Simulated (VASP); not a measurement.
Run report: Sr₈Ti₈HO₂₃, geometry relaxation (part 1 of 9)

System: Sr₈Ti₈HO₂₃ (defect cell, 40 atoms in the cell).
Method: Kohn-Sham DFT of a periodic cell, PBE, VASP PAW PBE potentials, recommended, spin-polarised (VASP 6.6.1).

The structure derives from an entry of the Crystallography Open Database.

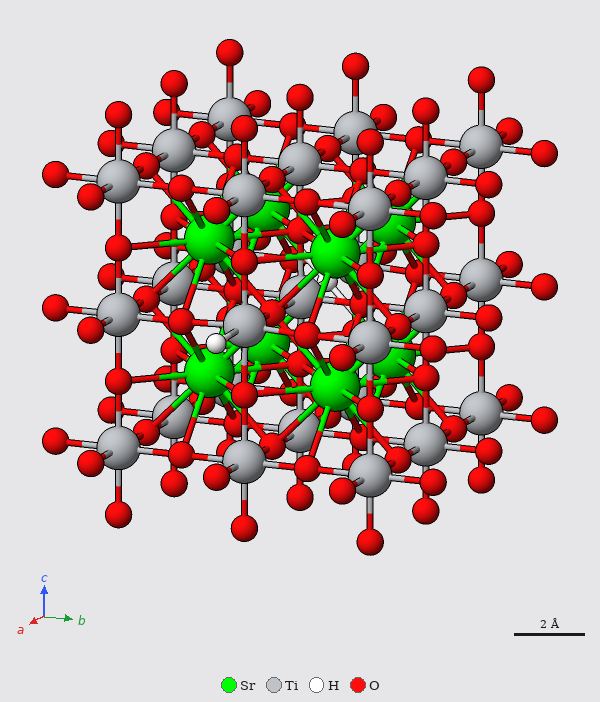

Fig. 1: The structure as given in the input (ball-and-stick view of the cell of the calculation, seen slightly off an axis; bonded neighbours outside the cell are drawn too). An atom can appear more than once, as a periodic image.

INCAR:
```
ALGO = Normal
AMIX = 0.2
AMIX_MAG = 0.8
BMIX = 1E-4
BMIX_MAG = 1E-4
EDIFF = 1E-6
EDIFFG = -0.025
ENCUT = 450
GGA = PE
IBRION = 2
ICORELEVEL = 1
ISIF = 2
ISMEAR = 0
ISPIN = 2
ISYM = 0
KPAR = 4
LASPH = True
LCHARG = False
LMAXMIX = 4
LORBIT = 11
LREAL = Auto
LWAVE = False
MAGMOM = 0 0 0 0 0 0 0 0 0.333333 0 0 0 0.333333 0 0 0 0.333333 0 0 0 0 0 0 0 0 0 0 0 0 0 0 0 0 0 0 0 0 0 0 0
NCORE = 2
NELM = 150
NSW = 70
PREC = Normal
SIGMA = 0.01
```

KPOINTS:
```
k-points
0
Monkhorst-Pack
  2 2 2
```

POSCAR:
```
Sr8Ti8HO23
1.0
    7.8804100000      0.0000000000      0.0000000000
    0.0000000000     -7.8804100000      0.0000000000
    0.0000000000      0.0000000000     -7.8804100000
Sr Ti H O
8 8 1 23
Direct
    0.2500000000      0.2500000000      0.2500000000
    0.2500000000      0.2500000000      0.7500000000
    0.2500000000      0.7500000000      0.2500000000
    0.2500000000      0.7500000000      0.7500000000
    0.7500000000      0.2500000000      0.2500000000
    0.7500000000      0.2500000000      0.7500000000
    0.7500000000      0.7500000000      0.2500000000
    0.7500000000      0.7500000000      0.7500000000
    0.9976205700      0.5010929000      0.5097977300
    0.0000000000      0.5000000000      0.0000000000
    0.0000000000      0.0000000000      0.5000000000
    0.0000000000      0.0000000000      0.0000000000
    0.4969424300      0.5035802000      0.5007392700
    0.5000000000      0.5000000000      0.0000000000
    0.5000000000      0.0000000000      0.5000000000
    0.5000000000      0.0000000000      0.0000000000
    0.2527080400      0.4994705800      0.5019479600
    0.2500000000      0.5000000000      0.0000000000
    0.2500000000      0.0000000000      0.5000000000
    0.2500000000      0.0000000000      0.0000000000
    0.7500000000      0.5000000000      0.5000000000
    0.7500000000      0.5000000000      0.0000000000
    0.7500000000      0.0000000000      0.5000000000
    0.7500000000      0.0000000000      0.0000000000
    0.0000000000      0.2500000000      0.5000000000
    0.0000000000      0.2500000000      0.0000000000
    0.0000000000      0.7500000000      0.5000000000
    0.0000000000      0.7500000000      0.0000000000
    0.5000000000      0.2500000000      0.5000000000
    0.5000000000      0.2500000000      0.0000000000
    0.5000000000      0.7500000000      0.5000000000
    0.5000000000      0.7500000000      0.0000000000
    0.0000000000      0.5000000000      0.2500000000
    0.0000000000      0.5000000000      0.7500000000
    0.0000000000      0.0000000000      0.2500000000
    0.0000000000      0.0000000000      0.7500000000
    0.5000000000      0.5000000000      0.2500000000
    0.5000000000      0.5000000000      0.7500000000
    0.5000000000      0.0000000000      0.2500000000
    0.5000000000      0.0000000000      0.7500000000
```

Run as:
```bash
cat potpaw_PBE.64/Sr_sv/POTCAR potpaw_PBE.64/Ti_sv/POTCAR potpaw_PBE.64/H/POTCAR potpaw_PBE.64/O/POTCAR > POTCAR
mpirun -np 8 vasp_std > vasp.out
```

OSZICAR:
```
N       E                     dE             d eps       ncg     rms          rms(c)
DAV:   1     0.398949689132E+04    0.39895E+04   -0.14412E+05  3024   0.165E+03
DAV:   2     0.388326237117E+03   -0.36012E+04   -0.34115E+04  3133   0.512E+02
DAV:   3    -0.335851805851E+03   -0.72418E+03   -0.70968E+03  3704   0.214E+02
DAV:   4    -0.389501837864E+03   -0.53650E+02   -0.53434E+02  4152   0.609E+01
DAV:   5    -0.393497045891E+03   -0.39952E+01   -0.39882E+01  5272   0.129E+01    0.735E+01
DAV:   6    -0.321729033943E+03    0.71768E+02   -0.14211E+02  4448   0.429E+01    0.505E+01
DAV:   7    -0.316085770166E+03    0.56433E+01   -0.10687E+02  4392   0.279E+01    0.386E+01
DAV:   8    -0.331883942708E+03   -0.15798E+02   -0.14252E+02  4160   0.427E+01    0.340E+01
DAV:   9    -0.316381927146E+03    0.15502E+02   -0.26161E+01  3888   0.203E+01    0.117E+01
DAV:  10    -0.314609427839E+03    0.17725E+01   -0.14103E+01  4384   0.104E+01    0.295E+00
DAV:  11    -0.314729908296E+03   -0.12048E+00   -0.13819E+00  4224   0.294E+00    0.234E+00
DAV:  12    -0.314758135499E+03   -0.28227E-01   -0.16853E-01  4552   0.111E+00    0.294E+00
DAV:  13    -0.314751128964E+03    0.70065E-02   -0.12272E-02  4632   0.354E-01    0.278E+00
DAV:  14    -0.314742764009E+03    0.83650E-02   -0.27641E-02  4248   0.722E-01    0.205E+00
DAV:  15    -0.314712484840E+03    0.30279E-01   -0.17403E-01  4376   0.145E+00    0.506E-01
DAV:  16    -0.314715303186E+03   -0.28183E-02   -0.25398E-02  4144   0.498E-01    0.542E-01
DAV:  17    -0.314714525550E+03    0.77764E-03   -0.53592E-03  4184   0.288E-01    0.336E-01
DAV:  18    -0.314715026145E+03   -0.50059E-03   -0.25549E-03  4280   0.202E-01    0.368E-01
DAV:  19    -0.314714349664E+03    0.67648E-03   -0.21975E-03  4344   0.217E-01    0.118E-01
DAV:  20    -0.314714405716E+03   -0.56052E-04   -0.11927E-03  4408   0.974E-02    0.801E-02
DAV:  21    -0.314714376098E+03    0.29617E-04   -0.17414E-04  3992   0.621E-02    0.321E-02
DAV:  22    -0.314714379495E+03   -0.33969E-05   -0.80003E-05  3736   0.237E-02    0.212E-02
DAV:  23    -0.314714382371E+03   -0.28755E-05   -0.12715E-05  3760   0.115E-02    0.182E-02
DAV:  24    -0.314714382821E+03   -0.45046E-06   -0.35565E-06  2736   0.780E-03
   1 F= -.31471438E+03 E0= -.31471438E+03  d E =-.314714E+03  mag=     1.0000
       N       E                     dE             d eps       ncg     rms          rms(c)
DAV:   1    -0.312712441534E+03    0.20019E+01   -0.15981E+02  3792   0.578E+01    0.475E+00
DAV:   2    -0.315009852842E+03   -0.22974E+01   -0.24713E+01  3032   0.127E+01    0.291E+00
DAV:   3    -0.315059616113E+03   -0.49763E-01   -0.13145E+00  4696   0.376E+00    0.256E+00
DAV:   4    -0.315055500359E+03    0.41158E-02   -0.15274E-01  4472   0.118E+00    0.201E+00
DAV:   5    -0.315054700305E+03    0.80005E-03   -0.10705E-01  4168   0.116E+00    0.192E+00
DAV:   6    -0.315043046029E+03    0.11654E-01   -0.58216E-02  3744   0.898E-01    0.718E-01
DAV:   7    -0.315044040836E+03   -0.99481E-03   -0.13194E-02  3928   0.362E-01    0.365E-01
DAV:   8    -0.315043471324E+03    0.56951E-03   -0.55625E-03  3848   0.261E-01    0.163E-01
DAV:   9    -0.315043374904E+03    0.96420E-04   -0.11464E-03  3848   0.135E-01    0.958E-02
DAV:  10    -0.315043350796E+03    0.24108E-04   -0.28001E-04  4496   0.656E-02    0.650E-02
DAV:  11    -0.315043331317E+03    0.19479E-04   -0.13347E-04  3760   0.387E-02    0.360E-02
DAV:  12    -0.315043330657E+03    0.65976E-06   -0.52338E-05  4584   0.280E-02    0.227E-02
DAV:  13    -0.315043330369E+03    0.28760E-06   -0.11545E-05  4184   0.152E-02    0.136E-02
DAV:  14    -0.315043330559E+03   -0.18915E-06   -0.35636E-06  2728   0.740E-03
   2 F= -.31504333E+03 E0= -.31504333E+03  d E =-.328948E+00  mag=     1.0000
       N       E                     dE             d eps       ncg     rms          rms(c)
DAV:   1    -0.314958918272E+03    0.84412E-01   -0.10008E+01  3584   0.150E+01    0.102E+00
DAV:   2    -0.315085398321E+03   -0.12648E+00   -0.14233E+00  3088   0.287E+00    0.959E-01
DAV:   3    -0.315089774437E+03   -0.43761E-02   -0.67273E-02  4688   0.770E-01    0.722E-01
DAV:   4    -0.315089731341E+03    0.43097E-04   -0.14958E-02  4344   0.407E-01    0.689E-01
DAV:   5    -0.315088872217E+03    0.85912E-03   -0.83233E-03  4344   0.306E-01    0.434E-01
DAV:   6    -0.315088598865E+03    0.27335E-03   -0.31129E-03  4008   0.211E-01    0.152E-01
DAV:   7    -0.315088526899E+03    0.71966E-04   -0.61998E-04  4320   0.100E-01    0.836E-02
DAV:   8    -0.315088528658E+03   -0.17594E-05   -0.43544E-04  3736   0.625E-02    0.333E-02
DAV:   9    -0.315088520479E+03    0.81790E-05   -0.60810E-05  4328   0.360E-02    0.244E-02
DAV:  10    -0.315088518950E+03    0.15296E-05   -0.36331E-05  4056   0.210E-02    0.185E-02
DAV:  11    -0.315088515854E+03    0.30956E-05   -0.10730E-05  3864   0.123E-02    0.986E-03
DAV:  12    -0.315088515581E+03    0.27274E-06   -0.71624E-06  2984   0.871E-03
   3 F= -.31508852E+03 E0= -.31508852E+03  d E =-.374133E+00  mag=     1.0000
       N       E                     dE             d eps       ncg     rms          rms(c)
DAV:   1    -0.315046137981E+03    0.42378E-01   -0.10373E+01  3320   0.137E+01    0.868E-01
DAV:   2    -0.315122910556E+03   -0.76773E-01   -0.83377E-01  3200   0.260E+00    0.817E-01
DAV:   3    -0.315126015556E+03   -0.31050E-02   -0.49096E-02  4672   0.587E-01    0.630E-01
DAV:   4    -0.315125738723E+03    0.27683E-03   -0.10521E-02  4304   0.364E-01    0.626E-01
DAV:   5    -0.315124732825E+03    0.10059E-02   -0.68022E-03  4144   0.306E-01    0.370E-01
DAV:   6    -0.315124363464E+03    0.36936E-03   -0.37733E-03  4408   0.233E-01    0.157E-01
DAV:   7    -0.315124327927E+03    0.35537E-04   -0.66291E-04  3976   0.104E-01    0.105E-01
DAV:   8    -0.315124310679E+03    0.17249E-04   -0.53030E-04  3928   0.798E-02    0.482E-02
DAV:   9    -0.315124304339E+03    0.63397E-05   -0.10233E-04  3904   0.389E-02    0.398E-02
DAV:  10    -0.315124296256E+03    0.80829E-05   -0.64083E-05  3952   0.302E-02    0.177E-02
DAV:  11    -0.315124293959E+03    0.22972E-05   -0.13869E-05  4072   0.128E-02    0.128E-02
DAV:  12    -0.315124293789E+03    0.16970E-06   -0.10585E-05  3640   0.117E-02    0.642E-03
DAV:  13    -0.315124293705E+03    0.84390E-07   -0.13795E-06  1848   0.516E-03
   4 F= -.31512429E+03 E0= -.31512429E+03  d E =-.357781E-01  mag=     1.0000
       N       E                     dE             d eps       ncg     rms          rms(c)
DAV:   1    -0.315114829777E+03    0.94640E-02   -0.16927E+00  3320   0.556E+00    0.354E-01
DAV:   2    -0.315127284825E+03   -0.12455E-01   -0.13516E-01  3192   0.105E+00    0.322E-01
DAV:   3    -0.315127787115E+03   -0.50229E-03   -0.77567E-03  4704   0.229E-01    0.248E-01
DAV:   4    -0.315127759121E+03    0.27994E-04   -0.16778E-03  4272   0.162E-01    0.254E-01
DAV:   5    -0.315127563333E+03    0.19579E-03   -0.11131E-03  4136   0.129E-01    0.133E-01
DAV:   6    -0.315127530949E+03    0.32384E-04   -0.55758E-04  4512   0.890E-02    0.646E-02
DAV:   7    -0.315127522186E+03    0.87631E-05   -0.10306E-04  4032   0.431E-02    0.434E-02
DAV:   8    -0.315127519771E+03    0.24147E-05   -0.85942E-05  3896   0.321E-02    0.199E-02
DAV:   9    -0.315127518655E+03    0.11158E-05   -0.17216E-05  3792   0.157E-02    0.166E-02
DAV:  10    -0.315127517266E+03    0.13892E-05   -0.10652E-05  3640   0.123E-02    0.765E-03
DAV:  11    -0.315127516775E+03    0.49074E-06   -0.19717E-06  2064   0.553E-03
   5 F= -.31512752E+03 E0= -.31512752E+03  d E =-.390012E-01  mag=     1.0000
       N       E                     dE             d eps       ncg     rms          rms(c)
DAV:   1    -0.315102672622E+03    0.24845E-01   -0.10158E+01  3256   0.111E+01    0.824E-01
DAV:   2    -0.315150168344E+03   -0.47496E-01   -0.51761E-01  3255   0.202E+00    0.839E-01
DAV:   3    -0.315150755923E+03   -0.58758E-03   -0.32117E-02  4686   0.574E-01    0.592E-01
DAV:   4    -0.315149948654E+03    0.80727E-03   -0.40488E-03  4424   0.238E-01    0.463E-01
DAV:   5    -0.315149413577E+03    0.53508E-03   -0.51419E-03  3800   0.284E-01    0.256E-01
DAV:   6    -0.315149343802E+03    0.69775E-04   -0.23157E-03  4352   0.171E-01    0.145E-01
DAV:   7    -0.315149324763E+03    0.19039E-04   -0.45500E-04  4400   0.901E-02    0.662E-02
DAV:   8    -0.315149297866E+03    0.26897E-04   -0.14166E-04  4176   0.485E-02    0.399E-02
DAV:   9    -0.315149285624E+03    0.12242E-04   -0.65485E-05  4504   0.312E-02    0.271E-02
DAV:  10    -0.315149283523E+03    0.21007E-05   -0.17552E-05  3920   0.166E-02    0.169E-02
DAV:  11    -0.315149281968E+03    0.15547E-05   -0.75366E-06  3304   0.113E-02    0.847E-03
DAV:  12    -0.315149281947E+03    0.21493E-07   -0.29326E-06  2592   0.729E-03
   6 F= -.31514928E+03 E0= -.31514928E+03  d E =-.217652E-01  mag=     1.0000
       N       E                     dE             d eps       ncg     rms          rms(c)
DAV:   1    -0.315136445926E+03    0.12836E-01   -0.36533E+00  3312   0.673E+00    0.496E-01
DAV:   2    -0.315153320956E+03   -0.16875E-01   -0.18445E-01  3278   0.122E+00    0.511E-01
DAV:   3    -0.315153475864E+03   -0.15491E-03   -0.12405E-02  4752   0.366E-01    0.351E-01
DAV:   4    -0.315153190591E+03    0.28527E-03   -0.15173E-03  4256   0.142E-01    0.277E-01
DAV:   5    -0.315152940227E+03    0.25036E-03   -0.16621E-03  3544   0.145E-01    0.982E-02
DAV:   6    -0.315152968976E+03   -0.28748E-04   -0.48100E-04  4464   0.781E-02    0.703E-02
DAV:   7    -0.315152962823E+03    0.61520E-05   -0.15821E-04  4560   0.561E-02    0.475E-02
DAV:   8    -0.315152951516E+03    0.11307E-04   -0.52180E-05  4288   0.321E-02    0.251E-02
DAV:   9    -0.315152946191E+03    0.53254E-05   -0.25005E-05  4088   0.191E-02    0.164E-02
DAV:  10    -0.315152945672E+03    0.51910E-06   -0.71227E-06  3432   0.947E-03
   7 F= -.31515295E+03 E0= -.31515295E+03  d E =-.254289E-01  mag=     1.0000
       N       E                     dE             d eps       ncg     rms          rms(c)
DAV:   1    -0.315143830163E+03    0.91160E-02   -0.20771E+00  3328   0.581E+00    0.298E-01
DAV:   2    -0.315155791138E+03   -0.11961E-01   -0.13178E-01  3264   0.110E+00    0.362E-01
DAV:   3    -0.315156045264E+03   -0.25413E-03   -0.81140E-03  4624   0.288E-01    0.232E-01
DAV:   4    -0.315155905444E+03    0.13982E-03   -0.11005E-03  4424   0.121E-01    0.217E-01
DAV:   5    -0.315155751114E+03    0.15433E-03   -0.97503E-04  4184   0.131E-01    0.170E-01
DAV:   6    -0.315155603771E+03    0.14734E-03   -0.89871E-04  4064   0.114E-01    0.605E-02
DAV:   7    -0.315155608564E+03   -0.47929E-05   -0.16341E-04  3920   0.462E-02    0.387E-02
DAV:   8    -0.315155607681E+03    0.88307E-06   -0.59107E-05  3936   0.264E-02    0.225E-02
DAV:   9    -0.315155607260E+03    0.42157E-06   -0.12855E-05  4072   0.156E-02    0.171E-02
DAV:  10    -0.315155605530E+03    0.17299E-05   -0.93602E-06  3656   0.127E-02    0.765E-03
DAV:  11    -0.315155604966E+03    0.56361E-06   -0.23619E-06  2080   0.608E-03
   8 F= -.31515560E+03 E0= -.31515560E+03  d E =-.265929E-02  mag=     1.0000
       N       E                     dE             d eps       ncg     rms          rms(c)
DAV:   1    -0.315155505461E+03    0.10007E-03   -0.24825E-02  3320   0.634E-01    0.327E-02
DAV:   2    -0.315155647619E+03   -0.14216E-03   -0.15716E-03  3328   0.121E-01    0.399E-02
DAV:   3    -0.315155650872E+03   -0.32531E-05   -0.10195E-04  4576   0.328E-02    0.251E-02
DAV:   4    -0.315155649115E+03    0.17567E-05   -0.13002E-05  3664   0.141E-02    0.234E-02
DAV:   5    -0.315155647143E+03    0.19729E-05   -0.10472E-05  2888   0.148E-02    0.183E-02
DAV:   6    -0.315155645304E+03    0.18384E-05   -0.11773E-05  3232   0.135E-02    0.627E-03
DAV:   7    -0.315155645354E+03   -0.49578E-07   -0.18046E-06  1864   0.517E-03
   9 F= -.31515565E+03 E0= -.31515565E+03  d E =-.269968E-02  mag=     1.0000
       N       E                     dE             d eps       ncg     rms          rms(c)
DAV:   1    -0.315154538915E+03    0.11064E-02   -0.46258E-01  3256   0.254E+00    0.178E-01
DAV:   2    -0.315156767761E+03   -0.22288E-02   -0.24158E-02  3200   0.465E-01    0.170E-01
DAV:   3    -0.315156826178E+03   -0.58417E-04   -0.14936E-03  4816   0.117E-01    0.131E-01
DAV:   4    -0.315156795978E+03    0.30200E-04   -0.27048E-04  4360   0.656E-02    0.115E-01
DAV:   5    -0.315156768450E+03    0.27528E-04   -0.31317E-04  4000   0.746E-02    0.795E-02
DAV:   6    -0.315156747696E+03    0.20754E-04   -0.17875E-04  4192   0.523E-02    0.289E-02
DAV:   7    -0.315156748565E+03   -0.86953E-06   -0.34415E-05  4184   0.211E-02    0.157E-02
DAV:   8    -0.315156747244E+03    0.13214E-05   -0.85154E-06  3720   0.126E-02    0.103E-02
DAV:   9    -0.315156746418E+03    0.82561E-06   -0.24688E-06  2352   0.726E-03
  10 F= -.31515675E+03 E0= -.31515675E+03  d E =-.110106E-02  mag=     1.0000
       N       E                     dE             d eps       ncg     rms          rms(c)
DAV:   1    -0.315155677265E+03    0.10700E-02   -0.27770E-01  3256   0.197E+00    0.138E-01
DAV:   2    -0.315157021682E+03   -0.13444E-02   -0.14546E-02  3200   0.361E-01    0.132E-01
DAV:   3    -0.315157059608E+03   -0.37926E-04   -0.90800E-04  4856   0.916E-02    0.102E-01
DAV:   4    -0.315157043180E+03    0.16428E-04   -0.16293E-04  4328   0.520E-02    0.898E-02
DAV:   5    -0.315157027569E+03    0.15612E-04   -0.18961E-04  4056   0.588E-02    0.619E-02
DAV:   6    -0.315157015530E+03    0.12039E-04   -0.10720E-04  4248   0.411E-02    0.226E-02
DAV:   7    -0.315157016080E+03   -0.55075E-06   -0.20682E-05  4200   0.158E-02    0.122E-02
DAV:   8    -0.315157015215E+03    0.86513E-06   -0.49260E-06  3248   0.968E-03
  11 F= -.31515702E+03 E0= -.31515702E+03  d E =-.136986E-02  mag=     1.0000
       N       E                     dE             d eps       ncg     rms          rms(c)
DAV:   1    -0.315154950091E+03    0.20660E-02   -0.36216E-01  3392   0.260E+00    0.166E-01
DAV:   2    -0.315157386322E+03   -0.24362E-02   -0.27410E-02  3296   0.505E-01    0.177E-01
DAV:   3    -0.315157437853E+03   -0.51531E-04   -0.17606E-03  4512   0.135E-01    0.120E-01
DAV:   4    -0.315157404943E+03    0.32910E-04   -0.20362E-04  4464   0.467E-02    0.956E-02
DAV:   5    -0.315157370262E+03    0.34681E-04   -0.22682E-04  3800   0.639E-02    0.496E-02
DAV:   6    -0.315157368434E+03    0.18277E-05   -0.88815E-05  4456   0.377E-02    0.278E-02
DAV:   7    -0.315157368255E+03    0.17905E-06   -0.17365E-05  4016   0.172E-02    0.166E-02
DAV:   8    -0.315157367472E+03    0.78357E-06   -0.64381E-06  3448   0.113E-02
  12 F= -.31515737E+03 E0= -.31515737E+03  d E =-.352256E-03  mag=     1.0000
       N       E                     dE             d eps       ncg     rms          rms(c)
DAV:   1    -0.315157307998E+03    0.60257E-04   -0.11878E-02  3400   0.473E-01    0.285E-02
DAV:   2    -0.315157385951E+03   -0.77953E-04   -0.88795E-04  3267   0.905E-02    0.303E-02
DAV:   3    -0.315157387309E+03   -0.13581E-05   -0.54720E-05  4616   0.232E-02    0.206E-02
DAV:   4    -0.315157385418E+03    0.18917E-05   -0.63756E-06  3200   0.883E-03    0.166E-02
DAV:   5    -0.315157383624E+03    0.17934E-05   -0.81623E-06  2880   0.119E-02    0.819E-03
DAV:   6    -0.315157383578E+03    0.46781E-07   -0.33329E-06  1944   0.819E-03
  13 F= -.31515738E+03 E0= -.31515738E+03  d E =-.368362E-03  mag=     1.0000
```

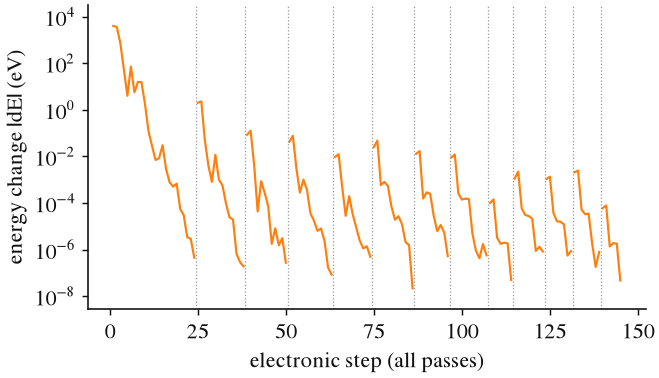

Fig. 2: Convergence of the self-consistent field: energy change |dE| against the electronic step. Each stretch between dotted lines is the SCF of one geometry step of a relaxation. The 13 ionic steps take 6 to 24 electronic steps each. The density is held fixed in the first few steps, and dE rises again when its update begins.

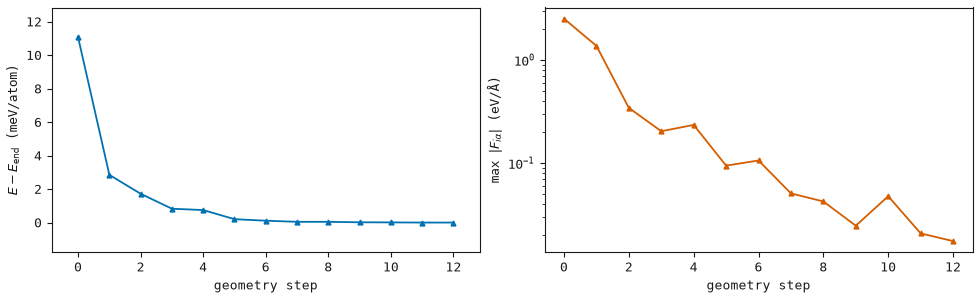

Fig. 3: Progress of the relaxation, step by step (steps are counted from 0).
